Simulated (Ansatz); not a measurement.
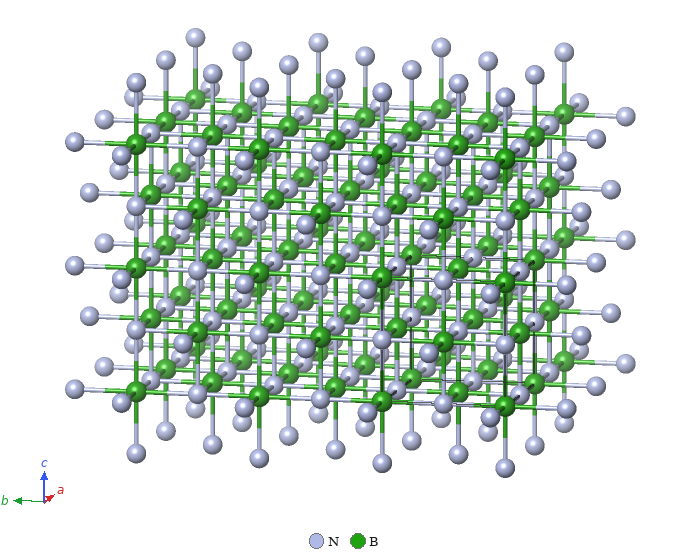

Ball-and-stick drawing of the structure, looking from a general direction. Shown are 2×3×2 repeats of the drawn cell (a repeat of the simulation cell), one of them outlined in solid lines. Some atoms of the next cells are drawn as well.

BN, a = 3.49 Å, b = 3.49 Å, c = 3.49 Å, α = 90.00°, β = 90.00°, γ = 91.43°.

Electronic-structure method: DFT, HSE06, plane waves, PAW (Ansatz). Parameters: plane waves up to 420 eV, k-points about 0.39 Å⁻¹ apart, no spin polarisation.

### Classify it as metallic or gapped, with the value.

A semiconductor at this level, with a gap of 1.93 eV, indirect; the smallest direct gap is 7.02 eV.

### Under what pressure is the structure?

The computed pressure is -8.2 GPa (stretched: it would shrink). The stress isn't hydrostatic: its largest component is 16.4 GPa.

Origin of the cell: a structure type filled with these elements by a generator (whether the compound takes this form wasn't checked). The cell was then strained or its atoms displaced on purpose. It was run through Ansatz as a DFT input.

At this level of theory the cell isn't at rest (stretched, at -8 GPa), so its distances can differ from those at equilibrium, the more so the softer the solid.
